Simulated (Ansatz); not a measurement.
# Si: a failed or faulty run and its cure

System: Si (slab, 4 atoms in the cell).
Method of the first run: DFT, PBE, plane waves, PAW, PAW set soft_1, no spin polarisation (Ansatz 0.2.0).

The structure derives from an entry of the Crystallography Open Database. Some settings of this run were made unusual or wrong on purpose. The input holds or restrains some coordinates. Forces given for the steps count only the free coordinates. Text and figures count atoms from 1; the logs count them from 0 in places.

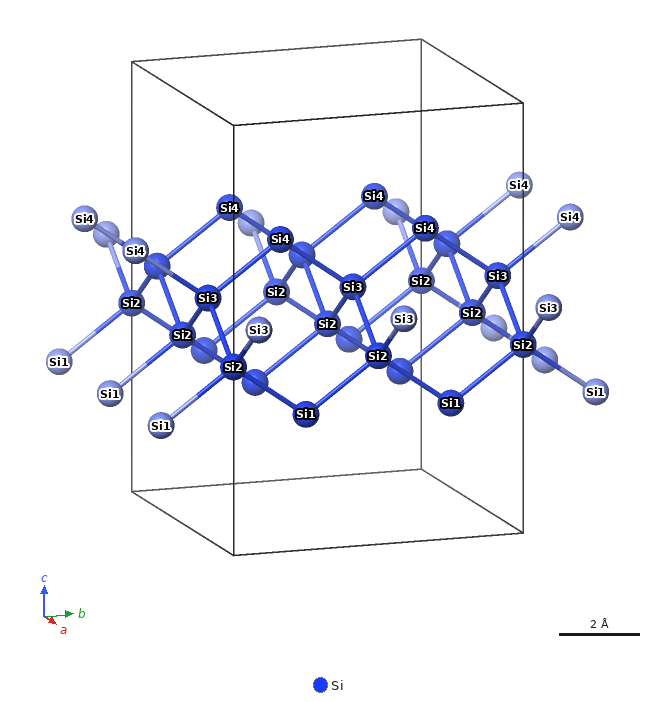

**Figure 1.** The input geometry (ball-and-stick view of the 2 × 2 repeat of the cell, with the vacuum cut short, seen slightly off an axis; neighbours outside the cell are drawn fainter; atoms are numbered from 1 in the order of the input). An atom can appear more than once, as a periodic image. Near neighbours in the periodic cell (some may lie outside the picture): Si has 2 Si at 2.37 Å; Si has 4 Si at 2.37 Å.

**Input file, the first run**
```yaml
crystal:
  lattice:
    - [3.8675357226, 0.0, 0.0]
    - [0.0, 3.8675357226, 0.0]
    - [0.0, 0.0, 18.1021411039]
  atoms:
    - { symbol: Si, position: [0.0, 0.5, 0.3866945882] }
    - { symbol: Si, position: [0.0, 0.0, 0.4622315294] }
    - { symbol: Si, position: [0.5, 0.0, 0.5377684706] }
    - { symbol: Si, position: [0.5, 0.5, 0.6133054118] }
basis:
  ecutwfc: 420
kpoints:
  mp_grid: { grid: [7, 7, 1] }
hamiltonian:
  xc: pbe
  pseudopotentials: { kind: paw, azcp: { folder: soft_1 } }
scf:
  occupations: { method: fermi_dirac, width: 1.0 }
  max_iter: 80
output:
  forces: true
  eigenvalues: true
relax:
  adjacent_minimum: "off"
  f_tol: 0.03
  max_steps: 50
  constraints: [{ sites: [0, 1] }]
efield:
  axis: 3
  dipole_correction: true
  ramp_width: 0.04
```

Command:
```bash
ansatz run input.yaml --threads 4 --pin off --max-ram 12288MiB --backend cpu --events-out ev --progress --plain --runs-dir out
```

Hardware: 4 threads of Arm Neoverse N1, 24 GiB of memory available, shared host.

**Output, shortened to warnings, some set-up lines, iterations and results (the first run)**
```
WARN: efield: at this solve's end the planar-averaged density reaches 7.52e-5 e/Å³ inside the ramp window [0.9248, 0.0752] (bound 1e-5 e/Å³), and 7.24e-5 e/Å³ on another of its planes; the window's nearer edge stands 5.64 Å from this solve's nearest atom along the axis. Its work functions, free energy, forces, stress, dipole, levels and responses can be off, and this figure does not tell by how …
WARN: efield: at this solve's end the planar-averaged density reaches 7.62e-5 e/Å³ inside the ramp window [0.9248, 0.0752] (bound 1e-5 e/Å³), and 7.28e-5 e/Å³ on another of its planes; the window's nearer edge stands 5.56 Å from this solve's nearest atom along the axis. Its work functions, free energy, forces, stress, dipole, levels and responses can be off, and this figure does not tell by how …
WARN: efield: at this solve's end the planar-averaged density reaches 7.68e-5 e/Å³ inside the ramp window [0.9248, 0.0752] (bound 1e-5 e/Å³), and 7.30e-5 e/Å³ on another of its planes; the window's nearer edge stands 5.52 Å from this solve's nearest atom along the axis. Its work functions, free energy, forces, stress, dipole, levels and responses can be off, and this figure does not tell by how …
Basis set: ecut = 420 eV, 5365 PW (Γ), exchange–correlation on 54×54×250 points (8 copies of the dense FFT grid, shifted against one another)
Symmetry: 4 space group operations
k-points: 16 of 49
Initial density: superposition of atomic densities (neutral atoms: chi_scale 0, normalization atom)
[...]
SCF iter   1: F=—  HF=-2543.703070 eV  |F-HF|=—  |Δ(HF+E_count)|=         —  Δρ=1.94e-2  dr2=1.87e0  ethr=3.10e-3  p=0.000 e·Å  D=5.25e-15 V/Å  ΔV_dip=-0.00 eV  …
SCF iter   2: F=—  HF=-2543.313625 eV  |F-HF|=—  |Δ(HF+E_count)|=   3.89e-1  Δρ=4.27e-3  dr2=7.07e-2  ethr=3.10e-3  p=0.000 e·Å  D=3.43e-5 V/Å  ΔV_dip=-0.00 eV  …
SCF iter   3: F=—  HF=-2543.315271 eV  |F-HF|=—  |Δ(HF+E_count)|=   1.65e-3  Δρ=1.57e-3  dr2=1.64e-2  ethr=4.42e-4  p=-0.000 e·Å  D=-2.65e-5 V/Å  ΔV_dip=0.00 eV  …
SCF iter   4: F=—  HF=-2543.311189 eV  |F-HF|=—  |Δ(HF+E_count)|=   4.08e-3  Δρ=4.41e-4  dr2=1.47e-3  ethr=1.03e-4  p=-0.000 e·Å  D=-4.86e-6 V/Å  ΔV_dip=0.00 eV  …
SCF iter   5: F=—  HF=-2543.311067 eV  |F-HF|=—  |Δ(HF+E_count)|=   1.21e-4  Δρ=7.99e-5  dr2=3.56e-5  ethr=9.18e-6  p=-0.000 e·Å  D=-4.05e-6 V/Å  ΔV_dip=0.00 eV  …
[... 12 lines ...]
SCF iter   3: F=—  HF=-2543.331320 eV  |F-HF|=—  |Δ(HF+E_count)|=   1.90e-4  Δρ=5.13e-5  dr2=2.31e-5  ethr=7.99e-7  p=0.001 e·Å  D=6.15e-4 V/Å  ΔV_dip=-0.01 eV  …
SCF iter   4: F=—  HF=-2543.331246 eV  |F-HF|=—  |Δ(HF+E_count)|=   7.31e-5  Δρ=1.33e-5  dr2=1.31e-6  ethr=1.44e-7  p=0.001 e·Å  D=5.83e-4 V/Å  ΔV_dip=-0.01 eV  …
SCF iter   5: F=-2543.331246 eV  HF=-2543.331246 eV  |F-HF|=2.18e-9  |Δ(HF+E_count)|=   7.74e-9  Δρ=2.31e-6  dr2=3.72e-8  ethr=6.25e-10  p=0.001 e·Å  D=5.90e-4 V/Å  …
SCF 3 converged in 5 iterations: F = -2543.331246 eV  dr2 = 3.72e-8
relax step   3: F+E_penalty+E_count = -2543.33124642 eV  Δ(F+E_penalty+E_count) = -2.763e-3 eV  max|allowed force component| = 2.072e-3 eV/Å  Δτ_max = 0.0448 Å  (5 SCF iters, …
SCF converged after 5 iterations
Free energy (F): -2543.331246 eV
Harris-Foulkes:  -2543.331246 eV  (|F-HF|=2.18e-9)
Internal energy: -2536.080224 eV  (E = F + TS)
E sigma→0 (E₀):  -2539.705735 eV
Entropy (-TS):   -7.251022 eV (-1812.756 meV/atom)
Fermi energy:    -1.778053 eV
Dipole field:    D = 0.000614 V/Å  (p = 0.000919 e·Å, saw-weighted, corrected)
Work function:   Φ+ = 5.3169 eV (in doubt: plateau slope 2.0e-2 eV/Å)   Φ− = 5.3299 eV (in doubt: plateau slope 1.7e-2 eV/Å)
Levels:          The Fermi level and band energies are counted from a zero that moves with the ramp; work functions are not
Vacuum region:   at the solve's end the planar-averaged density reaches 7.68e-5 e/Å³ inside the ramp window [0.9248, 0.0752] (bound 1e-5 e/Å³), and 7.30e-5 e/Å³ on another of its planes
--- Per-component energies (eV) ---
  E_band       = -96.362256
  E_kinetic    = 154.294312
  E_local      = -2275.595184  (includes V_loc(G=0)·N_el)
  E_nonlocal   = 90.496873
  E_hartree    = 1060.629323
  E_xc         = -219.551958
  E_vxc        = -182.244986  (∫ρ·V_xc dr)
  E_paw        = -2044.368161  (= ΣΔE_a)
  E_vpaw       = -4.578258  (= ΣTr[D̂ρ^β])
  E_aug_tail   = 0.000165  (compensation charges beyond the density's cutoff)
  E_efield     = 0.000000  (sawtooth field / dipole correction)
  E_vefield    = -0.000477  (∫n·V_field dr)
  E_ewald      = 698.014405
  E_smearing   = -7.251022  (= −TS)
  E_closure    = 0.000000  (closes the sum)
  Σ components = -2543.331246   (vs F -2543.331246, Δ=0.00e0)
--- Forces (eV/Å), atoms counted from 1 ---
  atom   1  Si     0.00000000     0.00000000    -0.22087492
  atom   2  Si     0.00000000     0.00000000     0.21732423
  atom   3  Si     0.00000000     0.00000000     0.00207164
  atom   4  Si     0.00000000     0.00000000     0.00144631
  max |Σ_I F_I| component: 3.27e-5 eV/Å
--- Relaxed structure (3 steps of the walk, 3 accepted, 0 SCFs on fresh bases) ---
  F+E_penalty+E_count = -2543.33124642 eV   max|allowed force component| = 2.072e-3 eV/Å
  atoms:
    - { symbol: Si, position: [0.0, 0.5, 0.3866945882] }
    - { symbol: Si, position: [0.0, 0.0, 0.4622315294] }
    - { symbol: Si, position: [0.5, 0.0, 0.5417944228729877] }
    - { symbol: Si, position: [0.5, 0.5, 0.6200173942320344] }
```

Diagnose this run and give a change of the input that cures it.

Answer. A setting was made wrong on purpose: a smearing of electronvolts (`scf.occupations`). So wide a smearing fills empty bands and washes out gaps and moments. The program still converged, but the numbers can't be taken as results for the intended system. The program warns: the density in the vacuum is higher than it should be, so vacuum levels may be off.

A run of the same system that converges differs from this input as follows (lines with − go, lines with + come):
```diff
-  occupations: { method: fermi_dirac, width: 1.0 }
-  max_iter: 80
+  occupations: { method: gaussian, width: 0.05 }
```

**Output, shortened to warnings, some set-up lines, iterations and results (the second run)**
```
Basis set: ecut = 420 eV, 5365 PW (Γ), exchange–correlation on 54×54×250 points (8 copies of the dense FFT grid, shifted against one another)
Symmetry: 4 space group operations
k-points: 16 of 49
Initial density: superposition of atomic densities (neutral atoms: chi_scale 0, normalization atom)
[...]
SCF iter   1: F=—  HF=-2540.083827 eV  |F-HF|=—  |Δ(HF+E_count)|=         —  Δρ=2.21e-2  dr2=2.24e0  ethr=3.10e-3  p=0.000 e·Å  D=5.25e-15 V/Å  ΔV_dip=-0.00 eV  …
SCF iter   2: F=—  HF=-2539.631744 eV  |F-HF|=—  |Δ(HF+E_count)|=   4.52e-1  Δρ=6.66e-3  dr2=5.40e-1  ethr=3.10e-3  p=-0.000 e·Å  D=-6.39e-5 V/Å  ΔV_dip=0.00 eV  …
SCF iter   3: F=—  HF=-2539.566300 eV  |F-HF|=—  |Δ(HF+E_count)|=   6.54e-2  Δρ=3.42e-3  dr2=7.50e-2  ethr=3.10e-3  p=-0.000 e·Å  D=-8.26e-5 V/Å  ΔV_dip=0.00 eV  …
SCF iter   4: F=—  HF=-2539.554006 eV  |F-HF|=—  |Δ(HF+E_count)|=   1.23e-2  Δρ=1.25e-3  dr2=1.64e-2  ethr=4.69e-4  p=-0.000 e·Å  D=-7.44e-5 V/Å  ΔV_dip=0.00 eV  …
SCF iter   5: F=—  HF=-2539.551204 eV  |F-HF|=—  |Δ(HF+E_count)|=   2.80e-3  Δρ=2.56e-4  dr2=5.07e-4  ethr=1.02e-4  p=-0.000 e·Å  D=-6.69e-5 V/Å  ΔV_dip=0.00 eV  …
[... 14 lines ...]
SCF iter   4: F=—  HF=-2539.556317 eV  |F-HF|=—  |Δ(HF+E_count)|=   6.67e-7  Δρ=1.64e-5  dr2=2.70e-6  ethr=8.71e-8  p=0.001 e·Å  D=7.29e-4 V/Å  ΔV_dip=-0.01 eV  …
SCF iter   5: F=—  HF=-2539.556317 eV  |F-HF|=—  |Δ(HF+E_count)|=   2.43e-7  Δρ=3.62e-6  dr2=1.23e-7  ethr=1.69e-8  p=0.001 e·Å  D=7.42e-4 V/Å  ΔV_dip=-0.01 eV  …
SCF iter   6: F=-2539.556317 eV  HF=-2539.556317 eV  |F-HF|=2.17e-10  |Δ(HF+E_count)|=   1.47e-8  Δρ=5.74e-7  dr2=3.16e-9  ethr=6.25e-10  p=0.001 e·Å  D=7.47e-4 V/Å  …
SCF 3 converged in 6 iterations: F = -2539.556317 eV  dr2 = 3.16e-9
relax step   3: F+E_penalty+E_count = -2539.55631662 eV  Δ(F+E_penalty+E_count) = -7.208e-4 eV  max|allowed force component| = 9.115e-4 eV/Å  Δτ_max = 0.0134 Å  (6 SCF iters, …
SCF converged after 6 iterations
Free energy (F): -2539.556317 eV
Harris-Foulkes:  -2539.556317 eV  (|F-HF|=2.17e-10)
Internal energy: -2539.551191 eV  (E = F + TS)
E sigma→0 (E₀):  -2539.553754 eV
Entropy (-TS):   -0.005125 eV (-1.281 meV/atom)
Fermi energy:    -1.950707 eV
Dipole field:    D = 0.000722 V/Å  (p = 0.001081 e·Å, saw-weighted, corrected)
Work function:   Φ+ = 5.3425 eV   Φ− = 5.3556 eV
Levels:          The Fermi level and band energies are counted from a zero that moves with the ramp; work functions are not
--- Per-component energies (eV) ---
  E_band       = -97.958054
  E_kinetic    = 152.496552
  E_local      = -2325.172628  (includes V_loc(G=0)·N_el)
  E_nonlocal   = 90.942899
  E_hartree    = 1085.976723
  E_xc         = -220.562498
  E_vxc        = -183.557584  (∫ρ·V_xc dr)
  E_paw        = -2044.450375  (= ΣΔE_a)
  E_vpaw       = -4.622110  (= ΣTr[D̂ρ^β])
  E_aug_tail   = 0.000167  (compensation charges beyond the density's cutoff)
  E_efield     = 0.000000  (sawtooth field / dipole correction)
  E_vefield    = -0.000130  (∫n·V_field dr)
  E_ewald      = 721.217968
  E_smearing   = -0.005125  (= −TS)
  E_closure    = -0.000000  (closes the sum)
  Σ components = -2539.556317   (vs F -2539.556317, Δ=0.00e0)
--- Forces (eV/Å), atoms counted from 1 ---
  atom   1  Si     0.00000000     0.00000000     0.15421488
  atom   2  Si     0.00000000     0.00000000    -0.15493215
  atom   3  Si     0.00000000     0.00000000     0.00091154
  atom   4  Si     0.00000000     0.00000000    -0.00019265
  max |Σ_I F_I| component: 1.61e-6 eV/Å
--- Relaxed structure (3 steps of the walk, 3 accepted, 0 SCFs on fresh bases) ---
  F+E_penalty+E_count = -2539.55631662 eV   max|allowed force component| = 9.115e-4 eV/Å
  atoms:
    - { symbol: Si, position: [0.0, 0.5, 0.3866945882] }
    - { symbol: Si, position: [0.0, 0.0, 0.4622315294] }
    - { symbol: Si, position: [0.5, 0.0, 0.5397435237967692] }
    - { symbol: Si, position: [0.5, 0.5, 0.613823241274082] }
```

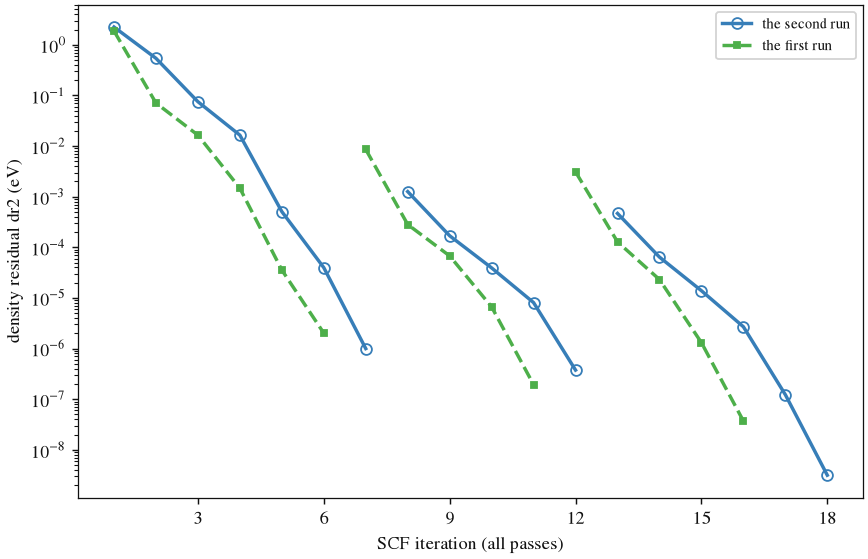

**Figure 2.** Convergence of the two runs: density residual dr2 against the SCF iteration. A break in a curve parts two SCF passes. The second run takes 18 iterations in all, and the first run takes 16.

**The two runs side by side**

| quantity | the first run | the second run |
| --- | --- | --- |
| outcome | converged | converged |
| free energy per atom (eV) | −635.8328 | −634.8891 |
| energy per atom, smearing taken to zero (eV) | −634.9264 | −634.8884 |
| gap on the mesh (eV) | 0.00 | 0.00 |
| work function (eV) | – | 5.34 |
| largest force (eV/Å) | 0.221 | 0.155 |
| SCF iterations | 16 | 18 |
| irreducible k-points | 16 | 16 |
| wall time (shared host) | 17 s | 8.5 s |

The total energy of the second run is 38.0 meV per atom higher, which comes with the changed settings and measures no stability. The largest force goes from 0.221 to 0.155 eV/Å. The SCF takes 18 iterations over all geometry steps against 16. On the same kind of shared host the second run took about 0.5 times as long.
